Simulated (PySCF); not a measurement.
## CHF₃ (charge +1): geometry relaxation (part 2 of 2)

CHF₃, charge +1, multiplicity 2; HF/3-21G, UHF (PySCF 2.14.0). The atoms were displaced at random from an optimised geometry. The geometry is that of the parent species in another charge or spin state.

Geometry of the input (Å):
```
F  -0.6605  -0.3268  1.0435
C  0.0290  0.0745  0.0083
F  1.0459  -0.7866  -0.1290
F  -0.7918  -0.0378  -1.0390
H  0.3847  1.1133  0.1389
```

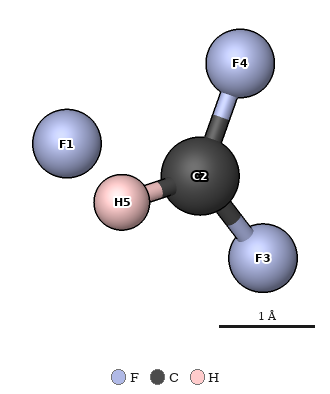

*The geometry at step 6 of the log (ball-and-stick view, seen at a tilt; atoms are numbered from 1 in the order of the input).*

**The program's output, continued**
```
Geometry optimization cycle 8
Cartesian coordinates (Angstrom)
 Atom        New coordinates             dX        dY        dZ
   F  -0.957092  -0.466353   1.523705   -0.012080  0.001413  0.027179
   C   0.237540   0.171882  -0.330111    0.004384 -0.000634 -0.009376
   F   1.063245  -0.765147  -0.194988    0.005249  0.002354 -0.008175
   F  -0.739427  -0.030948  -1.092802    0.006531  0.004205 -0.008390
   H   0.403142   1.127221   0.116962   -0.004084 -0.007338 -0.001238
converged SCF energy = -334.509262727781  <S^2> = 0.75113649  2S+1 = 2.0011362
--------------- SecondOrderUHF_Scanner gradients ---------------
         x                y                z
0 F    -0.0001190731    -0.0005167415    -0.0003270181
1 C     0.0003257854     0.0010283492    -0.0003079146
2 F    -0.0006495617     0.0000487112     0.0003232025
3 F     0.0003628815    -0.0001072850     0.0011015911
4 H     0.0000799679    -0.0004530340    -0.0007898609
----------------------------------------------
cycle 8: E = -334.509262728  dE = -0.000110976  norm(grad) = 0.00208987
Step    7 : Displace = 1.606e-02/2.917e-02 (rms/max) Trust = 3.000e-01 (=) Grad = 9.346e-04/1.165e-03 (rms/max) E (change) = -334.5092627278 (-1.110e-04) Quality = 1.122
Hessian Eigenvalues: 2.15539e-02 5.00000e-02 5.00000e-02 ... 5.86005e-01 6.26321e-01 8.26088e-01

Geometry optimization cycle 9
Cartesian coordinates (Angstrom)
 Atom        New coordinates             dX        dY        dZ
   F  -0.958706  -0.460605   1.533337   -0.001613  0.005748  0.009632
   C   0.237069   0.169799  -0.331509   -0.000471 -0.002082 -0.001398
   F   1.065628  -0.765258  -0.200562    0.002384 -0.000111 -0.005574
   F  -0.736504  -0.031174  -1.099408    0.002924 -0.000226 -0.006606
   H   0.399919   1.123893   0.120908   -0.003223 -0.003329  0.003945
converged SCF energy = -334.50928962795  <S^2> = 0.75112881  2S+1 = 2.0011285
--------------- SecondOrderUHF_Scanner gradients ---------------
         x                y                z
0 F    -0.0002809293    -0.0004725576     0.0000738322
1 C     0.0000088855     0.0002569641     0.0001579332
2 F    -0.0003810721     0.0001895298    -0.0000153883
3 F     0.0003040667    -0.0000686709     0.0004516748
4 H     0.0003490492     0.0000947346    -0.0006680519
----------------------------------------------
cycle 9: E = -334.509289628  dE = -2.69002e-05  norm(grad) = 0.00120764
Step    8 : Displace = 7.138e-03/9.984e-03 (rms/max) Trust = 3.000e-01 (=) Grad = 5.401e-04/7.597e-04 (rms/max) E (change) = -334.5092896279 (-2.690e-05) Quality = 1.482
Hessian Eigenvalues: 2.26203e-02 5.00000e-02 5.00000e-02 ... 5.91827e-01 7.23101e-01 8.49663e-01

Geometry optimization cycle 10
Cartesian coordinates (Angstrom)
 Atom        New coordinates             dX        dY        dZ
   F  -0.956452  -0.448243   1.541792    0.002254  0.012363  0.008455
   C   0.236059   0.166394  -0.333125   -0.001010 -0.003405 -0.001617
   F   1.068442  -0.766357  -0.207581    0.002814 -0.001099 -0.007019
   F  -0.732932  -0.031897  -1.108013    0.003572 -0.000724 -0.008605
   H   0.392289   1.116758   0.129694   -0.007630 -0.007135  0.008786
converged SCF energy = -334.509315374093  <S^2> = 0.75112685  2S+1 = 2.0011265
--------------- SecondOrderUHF_Scanner gradients ---------------
         x                y                z
0 F    -0.0002821176    -0.0002705760     0.0002887376
1 C    -0.0001165916     0.0001157094     0.0003823245
2 F     0.0000038756     0.0000070105    -0.0001881582
3 F     0.0001006712    -0.0000690788    -0.0000943623
4 H     0.0002941623     0.0002169349    -0.0003885416
----------------------------------------------
cycle 10: E = -334.509315374  dE = -2.57461e-05  norm(grad) = 0.000867848
Step    9 : Displace = 1.057e-02/1.529e-02 (rms/max) Trust = 3.000e-01 (=) Grad = 3.881e-04/5.334e-04 (rms/max) E (change) = -334.5093153741 (-2.575e-05) Quality = 1.355
Hessian Eigenvalues: 2.57525e-02 3.83187e-02 5.00000e-02 ... 5.91815e-01 7.55631e-01 8.28641e-01

Geometry optimization cycle 11
Cartesian coordinates (Angstrom)
 Atom        New coordinates             dX        dY        dZ
   F  -0.952017  -0.438914   1.542567    0.004435  0.009328  0.000775
   C   0.234927   0.163928  -0.333432   -0.001132 -0.002467 -0.000306
   F   1.069476  -0.767362  -0.210617    0.001034 -0.001005 -0.003036
   F  -0.731497  -0.032521  -1.112174    0.001434 -0.000624 -0.004161
   H   0.386518   1.111524   0.136422   -0.005771 -0.005233  0.006728
converged SCF energy = -334.50932454229  <S^2> = 0.75113378  2S+1 = 2.0011335
--------------- SecondOrderUHF_Scanner gradients ---------------
         x                y                z
0 F    -0.0001156218    -0.0000582003     0.0001668830
1 C    -0.0000762764    -0.0000893988     0.0001768503
2 F     0.0000652123     0.0000090835    -0.0001221596
3 F     0.0000056426    -0.0000213914    -0.0001583422
4 H     0.0001210434     0.0001599069    -0.0000632315
----------------------------------------------
cycle 11: E = -334.509324542  dE = -9.1682e-06  norm(grad) = 0.000422767
Step   10 : Displace = 6.982e-03/1.139e-02 (rms/max) Trust = 3.000e-01 (=) Grad = 1.891e-04/2.123e-04 (rms/max) E (change) = -334.5093245423 (-9.168e-06) Quality = 1.197
Hessian Eigenvalues: 2.25465e-02 3.93216e-02 5.00000e-02 ... 5.92001e-01 7.08852e-01 7.97666e-01

Geometry optimization cycle 12
Cartesian coordinates (Angstrom)
 Atom        New coordinates             dX        dY        dZ
   F  -0.950137  -0.437292   1.540517    0.001880  0.001622 -0.002050
   C   0.234600   0.163593  -0.333114   -0.000327 -0.000335  0.000318
   F   1.069231  -0.767655  -0.210249   -0.000245 -0.000294  0.000369
   F  -0.731725  -0.032668  -1.112013   -0.000228 -0.000147  0.000161
   H   0.385438   1.110678   0.137624   -0.001080 -0.000846  0.001202
converged SCF energy = -334.50932562128  <S^2> = 0.75113856  2S+1 = 2.0011382
--------------- SecondOrderUHF_Scanner gradients ---------------
         x                y                z
0 F    -0.0000261712     0.0000014718     0.0000382944
1 C    -0.0000024635    -0.0000193822     0.0000409365
2 F     0.0000278819    -0.0000035613    -0.0000345972
3 F    -0.0000133211    -0.0000064497    -0.0000468648
4 H     0.0000140739     0.0000279214     0.0000022311
----------------------------------------------
cycle 12: E = -334.509325621  dE = -1.07899e-06  norm(grad) = 9.796e-05
Step   11 : Displace = 1.690e-03/3.145e-03 (rms/max) Trust = 3.000e-01 (=) Grad = 4.381e-05/4.915e-05 (rms/max) E (change) = -334.5093256213 (-1.079e-06) Quality = 1.175
Hessian Eigenvalues: 1.91703e-02 4.27324e-02 5.00000e-02 ... 5.91278e-01 6.44213e-01 7.97316e-01

Geometry optimization cycle 13
Cartesian coordinates (Angstrom)
 Atom        New coordinates             dX        dY        dZ
   F  -0.949749  -0.437568   1.539623    0.000388 -0.000276 -0.000895
   C   0.234539   0.163683  -0.332945   -0.000061  0.000091  0.000170
   F   1.068993  -0.767680  -0.209773   -0.000238 -0.000024  0.000475
   F  -0.731953  -0.032649  -1.111590   -0.000228  0.000018  0.000423
   H   0.385577   1.110869   0.137451    0.000139  0.000191 -0.000173
converged SCF energy = -334.509325695323  <S^2> = 0.75113993  2S+1 = 2.0011396
--------------- SecondOrderUHF_Scanner gradients ---------------
         x                y                z
0 F    -0.0000045351     0.0000037980    -0.0000004414
1 C     0.0000069955    -0.0000062100     0.0000000181
2 F     0.0000041215     0.0000024969    -0.0000054746
3 F    -0.0000053914    -0.0000012902     0.0000015637
4 H    -0.0000011906     0.0000012052     0.0000043341
----------------------------------------------
cycle 13: E = -334.509325695  dE = -7.40424e-08  norm(grad) = 1.51892e-05
Step   12 : Displace = 5.744e-04/9.660e-04 (rms/max) Trust = 3.000e-01 (=) Grad = 6.793e-06/9.354e-06 (rms/max) E (change) = -334.5093256953 (-7.404e-08) Quality = 1.081
Hessian Eigenvalues: 1.91703e-02 4.27324e-02 5.00000e-02 ... 5.91278e-01 6.44213e-01 7.97316e-01
Converged! =D

converged: True
F          -0.94974947       -0.43756797        1.53962255
C           0.23453941        0.16368333       -0.33294472
F           1.06899284       -0.76767993       -0.20977311
F          -0.73195275       -0.03264931       -1.11158952
H           0.38557697        1.11086888        0.13745080

WARN: HOMO -0.519702617627326 >= LUMO -0.519702617627326

converged SCF energy = -334.509007997677  <S^2> = 0.75115185  2S+1 = 2.0011515
E = -334.5090079977 Eh
frequencies (1/cm) [ 147.7  182.1  322.9  666.7 1211.6 1405.5 1430.3 1745.  3439.2]
temperature 298.1500 [K]
pressure 101325.00 [Pa]
Rotational constants [GHz] 10.23211 5.85574 4.06750
Symmetry number 1
Zero-point energy (ZPE) 0.02404 [Eh]   63109.401 [J/mol]
                           tot       elec      trans        rot        vib
Entropy [J/mol/K]       298.965      5.763    161.734    103.314     28.153
Cv [J/mol/K]             53.063      0.000     12.472     12.472     28.120
Cp [J/mol/K]             61.378      0.000     20.786     12.472     28.120
Internal energy [J/mol]                      3718.434   3718.434  67801.939
Internal energy [Eh]   -334.48035  -334.50901
Enthalpy [J/mol]                             6197.391   3718.434  67801.939
Enthalpy [Eh]          -334.47941
Gibbs free energy [J/mol]                  -42023.681 -27084.671  59408.001
Gibbs free energy [Eh] -334.51336
```

**Trajectory as extended XYZ (Å, eV, eV/Å), 13 frames, from step=0 to step=12**
```
5
Properties=species:S:1:pos:R:3:forces:R:3 step=0 energy=-9099.72756
F    -0.6605   -0.3268    1.0435   -4.0840  -1.7952   6.8225
C     0.0290    0.0745    0.0083    5.0213   1.1347  -8.8144
F     1.0459   -0.7866   -0.1290   -0.4565   0.6196   0.5464
F    -0.7918   -0.0378   -1.0390    0.0557   0.3516   0.5602
H     0.3847    1.1133    0.1389   -0.5365  -0.3107   0.8853
5
Properties=species:S:1:pos:R:3:forces:R:3 step=1 energy=-9100.71412
F    -0.6693   -0.2763    1.1206   -2.5509  -1.3762   3.9211
C     0.0561    0.0510   -0.0732    3.3898   1.7149  -5.3956
F     1.0791   -0.7892   -0.1340   -1.3586   0.4550   0.1197
F    -0.8039   -0.0221   -1.0805    0.7699  -0.3744   1.2826
H     0.3454    1.0732    0.1899   -0.2501  -0.4193   0.0722
5
Properties=species:S:1:pos:R:3:forces:R:3 step=2 energy=-9101.66166
F    -0.7034   -0.2882    1.1784   -1.9609  -1.0568   3.0257
C     0.1481    0.1201   -0.1961    0.6770   0.2645  -1.4093
F     1.0203   -0.8014   -0.1477    0.8919  -0.1117  -0.2358
F    -0.7752   -0.0667   -1.0506   -0.1770   0.3675  -0.6976
H     0.3176    1.0728    0.2388    0.5689   0.5365  -0.6831
5
Properties=species:S:1:pos:R:3:forces:R:3 step=3 energy=-9102.11249
F    -0.8497   -0.3980    1.3701   -0.4384  -0.2663   0.6517
C     0.1615    0.1322   -0.2084    1.2826   1.4150  -1.3859
F     1.0247   -0.7510   -0.2004    1.8713  -1.8913   0.9985
F    -0.7095   -0.0403   -1.0660   -2.6194  -0.1283  -1.2771
H     0.3804    1.0938    0.1275   -0.0961   0.8709   1.0128
5
Properties=species:S:1:pos:R:3:forces:R:3 step=4 energy=-9102.41609
F    -0.8911   -0.4496    1.4004   -0.2300  -0.0726   0.4203
C     0.2122    0.1623   -0.2854    0.2633  -0.0041  -0.2981
F     1.0498   -0.7709   -0.1584   -0.0338   0.0291  -0.0948
F    -0.7628   -0.0323   -1.0563   -0.0173  -0.0684  -0.1522
H     0.3993    1.1271    0.1224    0.0178   0.1159   0.1248
5
Properties=species:S:1:pos:R:3:forces:R:3 step=5 energy=-9102.44016
F    -0.9131   -0.4589    1.4377   -0.1487  -0.0297   0.2866
C     0.2273    0.1713   -0.3096   -0.0715  -0.0162   0.0820
F     1.0477   -0.7700   -0.1674    0.1715  -0.0143  -0.1071
F    -0.7571   -0.0377   -1.0634    0.0269   0.0733  -0.1847
H     0.4026    1.1320    0.1253    0.0218  -0.0132  -0.0767
5
Properties=species:S:1:pos:R:3:forces:R:3 step=6 energy=-9102.45773
F    -0.9450   -0.4678    1.4965   -0.0292   0.0173   0.0814
C     0.2332    0.1725   -0.3207   -0.0398  -0.0549  -0.0884
F     1.0580   -0.7675   -0.1868    0.0150   0.0716  -0.0109
F    -0.7460   -0.0352   -1.0844    0.1042   0.0851   0.0441
H     0.4072    1.1346    0.1182   -0.0502  -0.1191  -0.0262
5
Properties=species:S:1:pos:R:3:forces:R:3 step=7 energy=-9102.46075
F    -0.9571   -0.4664    1.5237    0.0061   0.0266   0.0168
C     0.2375    0.1719   -0.3301   -0.0168  -0.0529   0.0158
F     1.0632   -0.7651   -0.1950    0.0334  -0.0025  -0.0166
F    -0.7394   -0.0309   -1.0928   -0.0187   0.0055  -0.0566
H     0.4031    1.1272    0.1170   -0.0041   0.0233   0.0406
5
Properties=species:S:1:pos:R:3:forces:R:3 step=8 energy=-9102.46148
F    -0.9587   -0.4606    1.5333    0.0144   0.0243  -0.0038
C     0.2371    0.1698   -0.3315   -0.0005  -0.0132  -0.0081
F     1.0656   -0.7653   -0.2006    0.0196  -0.0097   0.0008
F    -0.7365   -0.0312   -1.0994   -0.0156   0.0035  -0.0232
H     0.3999    1.1239    0.1209   -0.0179  -0.0049   0.0344
5
Properties=species:S:1:pos:R:3:forces:R:3 step=9 energy=-9102.46218
F    -0.9565   -0.4482    1.5418    0.0145   0.0139  -0.0148
C     0.2361    0.1664   -0.3331    0.0060  -0.0060  -0.0197
F     1.0684   -0.7664   -0.2076   -0.0002  -0.0004   0.0097
F    -0.7329   -0.0319   -1.1080   -0.0052   0.0036   0.0049
H     0.3923    1.1168    0.1297   -0.0151  -0.0112   0.0200
5
Properties=species:S:1:pos:R:3:forces:R:3 step=10 energy=-9102.46243
F    -0.9520   -0.4389    1.5426    0.0059   0.0030  -0.0086
C     0.2349    0.1639   -0.3334    0.0039   0.0046  -0.0091
F     1.0695   -0.7674   -0.2106   -0.0034  -0.0005   0.0063
F    -0.7315   -0.0325   -1.1122   -0.0003   0.0011   0.0081
H     0.3865    1.1115    0.1364   -0.0062  -0.0082   0.0033
5
Properties=species:S:1:pos:R:3:forces:R:3 step=11 energy=-9102.46246
F    -0.9501   -0.4373    1.5405    0.0013  -0.0001  -0.0020
C     0.2346    0.1636   -0.3331    0.0001   0.0010  -0.0021
F     1.0692   -0.7677   -0.2102   -0.0014   0.0002   0.0018
F    -0.7317   -0.0327   -1.1120    0.0007   0.0003   0.0024
H     0.3854    1.1107    0.1376   -0.0007  -0.0014  -0.0001
5
Properties=species:S:1:pos:R:3:forces:R:3 step=12 energy=-9102.46246
F    -0.9497   -0.4376    1.5396    0.0002  -0.0002   0.0000
C     0.2345    0.1637   -0.3329   -0.0004   0.0003   0.0000
F     1.0690   -0.7677   -0.2098   -0.0002  -0.0001   0.0003
F    -0.7320   -0.0326   -1.1116    0.0003   0.0001  -0.0001
H     0.3856    1.1109    0.1375    0.0001  -0.0001  -0.0002
```

**Key numbers**

- outcome: converged
- total energy: −334.509008 hartree
- basis functions: 38
- ⟨S²⟩: 0.751
- zero-point energy: 0.024037 hartree
- wavenumbers, lowest and highest: 148 and 3439 cm⁻¹
- hardware: 1 thread of Arm Neoverse V1, 24 GiB of memory available, shared host
- wall time: 7.5 s
- peak memory: 0.14 GiB

**Notes**

The record of the run, not the program, notes: dipole of an ion depends on the origin.
